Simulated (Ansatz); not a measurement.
# (10−10) slab of wurtzite BN, 16.1 Å thick as cut, bare faces

How far do the faces relax, and where do the top filled and lowest empty levels lie below the vacuum? Levels of theory: PBEsol and HSE06.

All numbers are computed with Ansatz 0.2.0 (PAW, plane waves).

### 1 The starting cell

32 atoms (16 B, 16 N); a = 4.203 Å, b = 2.541 Å, c = 29.137 Å, α = 90.00°, β = 90.00°, γ = 90.00°. All atoms were shaken off their sites by about 0.02 Å along each axis.

Plan of the steps: (2) PBEsol relaxation at a 4×6×1 mesh, on 8 threads of Arm Neoverse-V1; (3) HSE06 single point at a 3×4×1 mesh, on 8 threads of Arm Neoverse-V1.

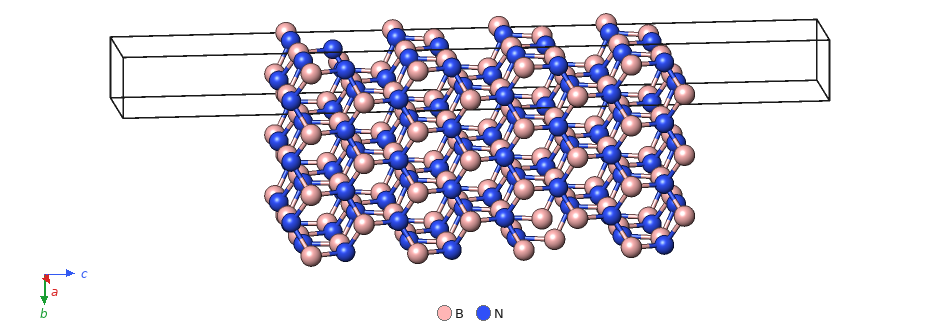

Start, viewed from the side, with c running across the picture; boron pink, nitrogen blue. 2×3×1 cells are drawn. Atoms on faces are repeated.

As a file:

```cif
data_structure
_symmetry_space_group_name_H-M 'P 1'
_symmetry_Int_Tables_number 1
_cell_length_a 4.2033
_cell_length_b 2.5410
_cell_length_c 29.1375
_cell_angle_alpha 90.000
_cell_angle_beta 90.000
_cell_angle_gamma 90.000
_cell_volume 311.20
loop_
_atom_site_label
_atom_site_type_symbol
_atom_site_fract_x
_atom_site_fract_y
_atom_site_fract_z
_atom_site_occupancy
B1 B 0.99986 0.99951 0.24846 1
B2 B 0.00178 0.49787 0.32320 1
B3 B 0.00542 0.99696 0.39938 1
B4 B 0.00063 0.49461 0.47406 1
B5 B 0.99898 0.98772 0.54965 1
B6 B 0.00010 0.48605 0.62562 1
B7 B 0.00050 0.98712 0.70174 1
B8 B 0.00005 0.49365 0.77684 1
B9 B 0.50918 0.50363 0.22370 1
B10 B 0.50715 0.98078 0.29753 1
B11 B 0.50277 0.50346 0.37405 1
B12 B 0.50579 0.99385 0.44892 1
B13 B 0.49620 0.49728 0.52575 1
B14 B 0.50401 0.99371 0.60187 1
B15 B 0.50072 0.49128 0.67672 1
B16 B 0.50249 0.01388 0.75247 1
N1 N 0.38849 0.00466 0.24824 1
N2 N 0.37543 0.50554 0.32285 1
N3 N 0.37317 0.00152 0.39837 1
N4 N 0.37942 0.48895 0.47524 1
N5 N 0.36986 0.00012 0.55014 1
N6 N 0.38037 0.50071 0.62578 1
N7 N 0.37342 0.00936 0.70021 1
N8 N 0.37497 0.50591 0.77633 1
N9 N 0.86692 0.48772 0.22275 1
N10 N 0.87347 0.99233 0.29926 1
N11 N 0.87859 0.50195 0.37469 1
N12 N 0.85679 0.00573 0.45013 1
N13 N 0.87609 0.49274 0.52458 1
N14 N 0.87436 0.01732 0.60047 1
N15 N 0.87362 0.50079 0.67597 1
N16 N 0.86882 0.00476 0.75073 1
```

### 2 Relaxation of the positions (PBEsol)

in.yaml

```yaml
crystal:
  lattice:
    - [0.000000, 0.000000, 4.203291]
    - [2.540997, 0.000000, 0.000000]
    - [0.000000, 29.137497, 0.000000]
  atoms:
    - { symbol: B, position: [0.999860, 0.999509, 0.248459] }
    - { symbol: B, position: [0.001781, 0.497866, 0.323201] }
    - { symbol: B, position: [0.005417, 0.996963, 0.399379] }
    - { symbol: B, position: [0.000628, 0.494606, 0.474060] }
    - { symbol: B, position: [0.998983, 0.987719, 0.549653] }
    - { symbol: B, position: [0.000099, 0.486046, 0.625624] }
    - { symbol: B, position: [0.000498, 0.987119, 0.701738] }
    - { symbol: B, position: [0.000051, 0.493647, 0.776839] }
    - { symbol: B, position: [0.509176, 0.503628, 0.223699] }
    - { symbol: B, position: [0.507151, 0.980782, 0.297528] }
    - { symbol: B, position: [0.502775, 0.503456, 0.374047] }
    - { symbol: B, position: [0.505785, 0.993849, 0.448915] }
    - { symbol: B, position: [0.496202, 0.497285, 0.525748] }
    - { symbol: B, position: [0.504014, 0.993706, 0.601871] }
    - { symbol: B, position: [0.500722, 0.491283, 0.676718] }
    - { symbol: B, position: [0.502491, 0.013881, 0.752468] }
    - { symbol: N, position: [0.388489, 0.004657, 0.248240] }
    - { symbol: N, position: [0.375426, 0.505542, 0.322853] }
    - { symbol: N, position: [0.373173, 0.001518, 0.398369] }
    - { symbol: N, position: [0.379416, 0.488950, 0.475240] }
    - { symbol: N, position: [0.369859, 0.000121, 0.550136] }
    - { symbol: N, position: [0.380373, 0.500706, 0.625777] }
    - { symbol: N, position: [0.373416, 0.009358, 0.700206] }
    - { symbol: N, position: [0.374974, 0.505913, 0.776328] }
    - { symbol: N, position: [0.866920, 0.487721, 0.222747] }
    - { symbol: N, position: [0.873471, 0.992335, 0.299258] }
    - { symbol: N, position: [0.878593, 0.501947, 0.374690] }
    - { symbol: N, position: [0.856794, 0.005734, 0.450131] }
    - { symbol: N, position: [0.876089, 0.492741, 0.524584] }
    - { symbol: N, position: [0.874363, 0.017317, 0.600475] }
    - { symbol: N, position: [0.873615, 0.500790, 0.675970] }
    - { symbol: N, position: [0.868823, 0.004761, 0.750726] }
kpoints:
  mp_grid: { grid: [4, 6, 1] }
hamiltonian:
  xc: pbesol
scf:
  occupations: { method: fermi_dirac, width: 0.01 }
relax:
  f_tol: 0.03
  max_steps: 80
  escape_saddle: false
  adjacent_minimum: "off"
output:
  forces: true
  eigenvalues: true
  populations: true
  write_density: true
  write_potential: true
  elf: true
  volumetric_format: npy
```

Run with:

```console
$ ansatz run in.yaml --threads 8 --pin off --max-ram 17100MiB --runs-dir r --events-out ev --progress --plain
```

The log of the run:

```text
Pseudopotentials: kind: paw
Functional definition: PBEsol
  exchange = pbesol_x
  correlation = pbesol_c
Crystal: 32 atoms, lattice volume = 311.204 Å³
Basis set: ecut = 420 eV, 6063 PW (Γ), exchange–correlation on 60×36×400 points (8 copies of the dense FFT grid, shifted against one another)
Bands: 96, of which v1, the nominal top of the filled ones, is band 64 counted from 1 (63 counted from 0)
Symmetry: 1 space group operations
Space group: P1 (ITA 1), of the structure as read, at distance tolerance 6.8e-5 Å
k-points: 14 of 24 (time reversal used)
Non-local potential: B, projectors of the file, l = 0: 2, l = 1: 2, l = 2: 1
Non-local potential: N, projectors of the file, l = 0: 2, l = 1: 2, l = 2: 1
PAW form: soft (Blöchl's): semilocal exchange-correlation on the pseudo side does not see the compensation charge
PAW frozen core: B, regenerated for the run's functional, and the local potential with it (the file was generated under x = pbe(κ = 0.804, μ = 0.2195149727645171), c = pbe(β = 0.06672455060314922))
PAW frozen core: N, regenerated for the run's functional, and the local potential with it (the file was generated under x = pbe(κ = 0.804, μ = 0.2195149727645171), c = pbe(β = 0.06672455060314922))
PAW one-centre angular grid: B, 110 points (default); XC on 64 Gauss nodes
PAW one-centre angular grid: N, 110 points (default); XC on 64 Gauss nodes
Initial density: superposition of atomic densities (neutral atoms: chi_scale 0, normalization atom), corrected by the library's trained network
Initial wavefunctions: pseudopotential atomic-orbital guess
Functional: x = pbesol(κ = 0.804, μ = 0.12345679012345678), c = pbesol(β = 0.046)
SCF iter   1: F=—  HF=-8534.898478 eV  |F-HF|=—  |Δ(HF+E_count)|=         —  Δρ=9.83e-3  dr2=2.67e-1  ethr=1.77e-3  ⟨swp⟩=12.4  Hψ=9348  notcnv=0  defer=207
preconditioner: auto → Resta (q_TF=auto, 2.353 Å⁻¹)  ε∞=3.1  [insulator: Δε(μ)=1.413 eV  Ē_g=16.532 eV  σ=0.010 eV  W_gap=1.00  n_scr=54 (ndim 8)  ℏωp=23.8 eV  f_vac=0.351  D(μ)=0.00/eV (n_scr^D=0)  ε∞_Penn≈3.1  vacuum switching on, ρ_ref=2.0e-2 e/Å³]
SCF iter   2: F=—  HF=-8534.825113 eV  |F-HF|=—  |Δ(HF+E_count)|=   7.34e-2  Δρ=2.68e-3  dr2=2.08e-2  ethr=2.08e-4  ⟨swp⟩=2.6  Hψ=2400  notcnv=0  defer=354
SCF iter   3: F=—  HF=-8534.822081 eV  |F-HF|=—  |Δ(HF+E_count)|=   3.03e-3  Δρ=1.34e-3  dr2=4.45e-3  ethr=1.63e-5  ⟨swp⟩=3.9  Hψ=2364  notcnv=0  defer=354
SCF iter   4: F=—  HF=-8534.821675 eV  |F-HF|=—  |Δ(HF+E_count)|=   4.07e-4  Δρ=4.93e-4  dr2=6.52e-4  ethr=3.48e-6  ⟨swp⟩=3.4  Hψ=2195  notcnv=0  defer=354
SCF iter   5: F=—  HF=-8534.821625 eV  |F-HF|=—  |Δ(HF+E_count)|=   5.00e-5  Δρ=1.14e-4  dr2=3.49e-5  ethr=5.09e-7  ⟨swp⟩=3.2  Hψ=1874  notcnv=0  defer=354
SCF iter   6: F=-8534.821631 eV  HF=-8534.821630 eV  |F-HF|=1.01e-6  |Δ(HF+E_count)|=   5.56e-6  Δρ=4.11e-5  dr2=4.06e-6  ethr=1.76e-8  ⟨swp⟩=34.8  Hψ=20063  notcnv=0
SCF 1 converged in 6 iterations: F = -8534.821631 eV  dr2 = 4.06e-6
relax step   1: F+E_penalty+E_count = -8534.82163114 eV  Δ(F+E_penalty+E_count) = +0.000e0 eV  max|allowed force component| = 4.315e0 eV/Å  Δτ_max = 0.0000 Å  (6 SCF iters, dr2 threshold 2.25e-5 eV, accepted)
[... 11 lines left out ...]
relax step   2: F+E_penalty+E_count = -8537.04631055 eV  Δ(F+E_penalty+E_count) = -2.225e0 eV  max|allowed force component| = 2.760e0 eV/Å  Δτ_max = 0.1971 Å  (6 SCF iters, dr2 threshold 1.00e-4 eV, accepted)
[... 5 lines left out ...]
relax step   3: F+E_penalty+E_count = -8537.77200017 eV  Δ(F+E_penalty+E_count) = -7.257e-1 eV  max|allowed force component| = 3.381e-1 eV/Å  Δτ_max = 0.0953 Å  (6 SCF iters, dr2 threshold 1.00e-4 eV, accepted)
[... 7 lines left out ...]
relax step   4: F+E_penalty+E_count = -8537.78358277 eV  Δ(F+E_penalty+E_count) = -1.158e-2 eV  max|allowed force component| = 1.321e-1 eV/Å  Δτ_max = 0.0251 Å  (6 SCF iters, dr2 threshold 7.14e-6 eV, accepted)
[... 7 lines left out ...]
relax step   5: F+E_penalty+E_count = -8537.78518369 eV  Δ(F+E_penalty+E_count) = -1.601e-3 eV  max|allowed force component| = 1.475e-2 eV/Å  Δτ_max = 0.0051 Å  (5 SCF iters, dr2 threshold 1.09e-6 eV, accepted)
[... 6 lines left out ...]
relax step   6: F+E_penalty+E_count = -8537.78518370 eV  Δ(F+E_penalty+E_count) = -1.580e-8 eV  max|allowed force component| = 1.474e-2 eV/Å  Δτ_max = 0.0000 Å  (3 SCF iters, accepted)
SCF converged after 3 iterations
Free energy (F): -8537.785184 eV
Harris-Foulkes:  -8537.785184 eV  (|F-HF|=1.30e-9)
Internal energy: -8537.785184 eV  (E = F + TS)
E sigma→0 (E₀):  -8537.785184 eV
Fermi energy:    6.087771 eV
--- Per-component energies (eV) ---
  E_band       = -464.216660
  E_kinetic    = 2957.680950
  E_local      = -109801.642701  (includes V_loc(G=0)·N_el)
  E_nonlocal   = 911.320754
  E_hartree    = 53838.931393
  E_xc         = -1480.466649
  E_vxc        = -1847.767693  (∫ρ·V_xc dr)
  E_paw        = -3177.398562  (= ΣΔE_a)
  E_vpaw       = -361.670860  (= ΣTr[D̂ρ^β])
  E_aug_tail   = 0.001573  (compensation charges beyond the density's cutoff)
  E_ewald      = 48213.103103
  E_core_change = 0.684956  (= ΣΔE_core)
  E_smearing   = -0.000000  (= −TS)
  E_closure    = -0.000000  (closes the sum)
  Σ components = -8537.785184   (vs F -8537.785184, Δ=0.00e0)
--- Forces (eV/Å), atoms counted from 1 ---
  atom   1  B      0.00066045    -0.00472912    -0.00114290
  atom   2  B      0.00026747    -0.00834196    -0.00113158
  atom   3  B      0.00063278    -0.00606408    -0.00071769
  atom   4  B     -0.00015296     0.00078497    -0.00084846
  atom   5  B     -0.00018584     0.00681446     0.00008344
  atom   6  B      0.00006765     0.00690318    -0.00002090
  atom   7  B      0.00100462     0.01446914     0.00043227
  atom   8  B     -0.00203478    -0.00584170    -0.00736716
  atom   9  B     -0.00024315     0.00488881    -0.00953342
  atom  10  B      0.00037926    -0.01473571     0.00077882
  atom  11  B     -0.00019991    -0.00644780     0.00086882
  atom  12  B     -0.00028649    -0.00552240     0.00080294
  atom  13  B      0.00057644    -0.00102526     0.00007717
  atom  14  B     -0.00025951     0.00725588    -0.00015934
  atom  15  B      0.00022755     0.00870579    -0.00198676
  atom  16  B      0.00084253     0.00483973    -0.00174912
  atom  17  N     -0.00076033     0.00875537     0.00179959
  atom  18  N      0.00141769    -0.00086438     0.00239810
  atom  19  N      0.00076780     0.00802778     0.00150620
  atom  20  N     -0.00063808     0.00423580     0.00118891
  atom  21  N     -0.00001661    -0.00490389     0.00011899
  atom  22  N      0.00004230    -0.00551470    -0.00084748
  atom  23  N     -0.00207656    -0.00959465    -0.00094938
  atom  24  N     -0.00006704    -0.00157949     0.00290549
  atom  25  N     -0.00016803     0.00160790     0.00520414
  atom  26  N     -0.00139528     0.00939045    -0.00070829
  atom  27  N     -0.00032694     0.00604950    -0.00184215
  atom  28  N     -0.00057100     0.00424916     0.00062878
  atom  29  N      0.00068337    -0.00502112     0.00143221
  atom  30  N     -0.00006809    -0.00994918     0.00338520
  atom  31  N     -0.00062504     0.00196943     0.00338134
  atom  32  N      0.00250606    -0.00881256     0.00205320
  max |Σ_I F_I| component: 4.10e-5 eV/Å
--- Band table (eV; the first three rows and the last of 14) ---
  k-point 0: bands = [... 52 lower levels ..., "2.8698", "2.9707", "3.2013", "3.3227", "3.4811", "3.6843", "3.8007", "3.8528", "4.0151", "4.0800", "4.1027", "4.2284", "9.5854", "9.6166", "10.5281", "10.6412", "10.8293", "11.0821", "11.1336", "11.4637", "11.7034", "11.9219", "11.9793", "12.2990", ... 20 higher levels ...]
[... 3 lines left out ...]
--- Relaxed structure (6 steps of the walk, 6 accepted, 0 SCFs on fresh bases) ---
  F+E_penalty+E_count = -8537.78518370 eV   max|allowed force component| = 1.474e-2 eV/Å
  atoms:
    - { symbol: B, position: [0.9942030238644006, 0.9981699169406306, 0.24472533857049955] }
    - { symbol: B, position: [-0.0012280773832093615, 0.4981644821169692, 0.32338279942042886] }
[... 30 atoms left out; the next input holds them all, rounded ...]
--- Löwdin populations: 32 sites ---
  site symbol       q [e]
     0      B      2.6764
     1      B      2.7047
     2      B      2.6978
     3      B      2.6965
     4      B      2.6956
     5      B      2.6924
     6      B      2.6804
     7      B      2.5931
     8      B      2.5931
     9      B      2.6804
    10      B      2.6924
    11      B      2.6956
    12      B      2.6965
    13      B      2.6978
    14      B      2.7047
    15      B      2.6764
    16      N      5.2726
    17      N      5.2707
    18      N      5.2751
    19      N      5.2756
    20      N      5.2758
    21      N      5.2775
    22      N      5.2946
    23      N      5.3423
    24      N      5.3423
    25      N      5.2946
    26      N      5.2775
    27      N      5.2758
    28      N      5.2756
    29      N      5.2751
    30      N      5.2707
    31      N      5.2726
  spilling = 0.004357 (of n_electrons = 128.000000)
```

It took 70 s on 8 threads of Arm Neoverse-V1, shared host; peak memory 1.5 GiB.

Recorded steps of the relaxation:

```csv
accepted step,energy change (eV),largest force component (eV/Å),SCF cycles
1,0.000,4.315,6
2,-2.225,2.760,6
3,-2.950,0.338,6
4,-2.962,0.132,6
5,-2.964,0.015,5
6,-2.964,0.015,3
```

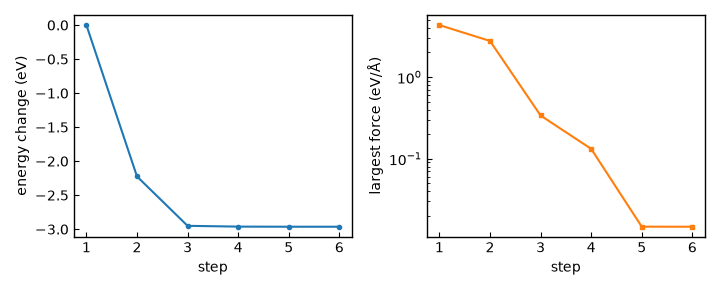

Energy and largest force component along the relaxation.

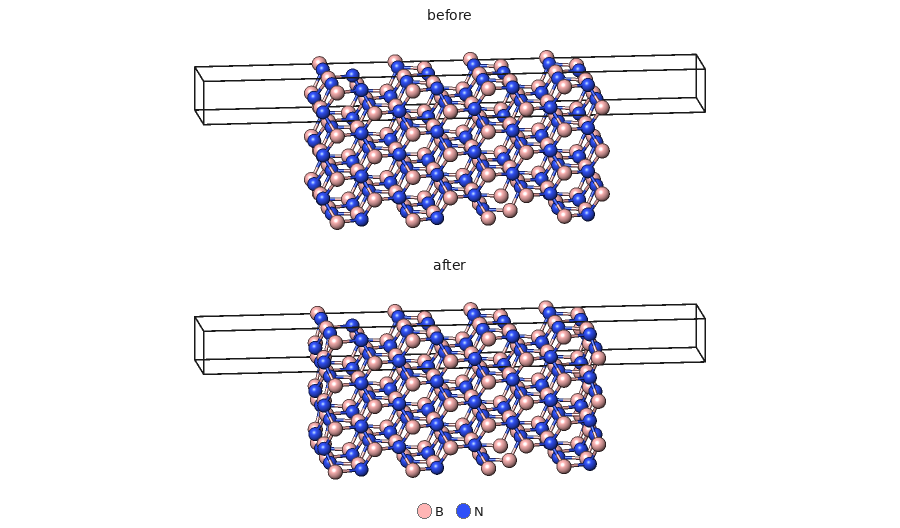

The cell before and after the relaxation. 2×3×1 cells are drawn.

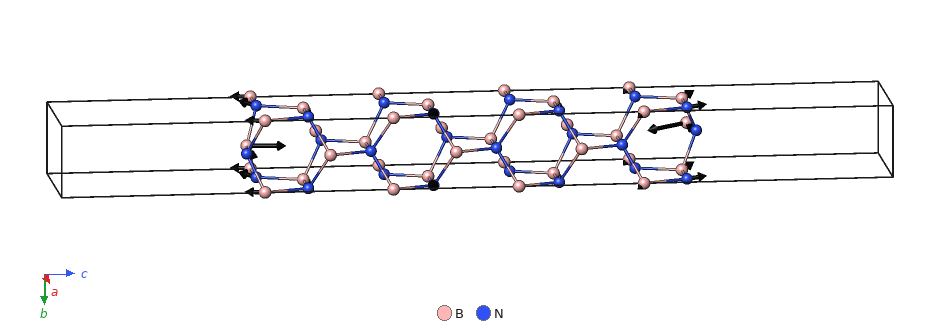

The relaxed cell; black arrows show the larger shifts of the atoms, drawn 6 times longer.

Bond lengths by pair after relaxation (within a distance cut, which drops stretched bonds):

```csv
pair,count,mean (Å),spread (Å),least,most
B–N,62,1.555,0.046,1.389,1.678
```

At a 4×6×1 mesh the filled levels end at 4.228 eV and the empty ones begin at 7.954 eV, a spacing of 3.73 eV.

The top filled level lies 6.44 eV and the lowest empty level 2.71 eV below the vacuum level.

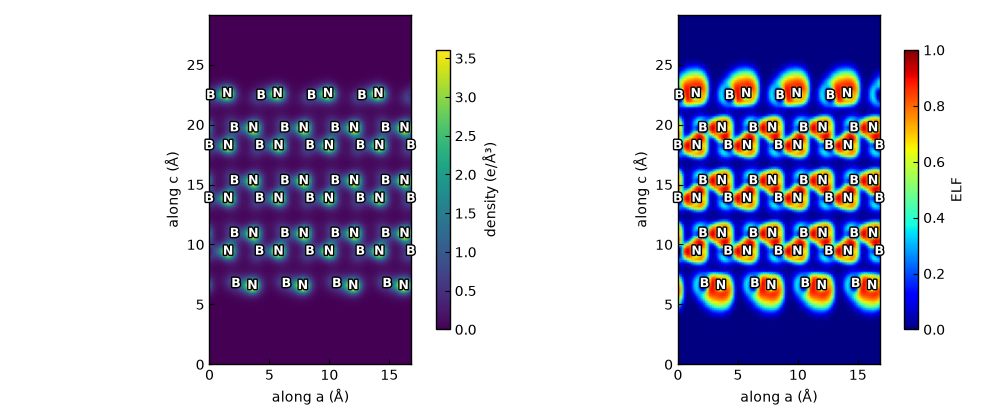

Density (left) and ELF (right) in a lattice plane of the grid's cell (edges 4.20 and 29.14 Å, at 0.498 of the third edge), which holds B and N. Only atoms in the plane are labelled. Both are smooth fields of the valence electrons: close to the nuclei they are not physical.

Maxima of ELF outside the ion cores: 0.93 on the N–B line, 0.8 Å from N; 0.86 beside N, off the lines to its neighbours, 0.8 Å from N.

(Part 1 of 2 ends here.)
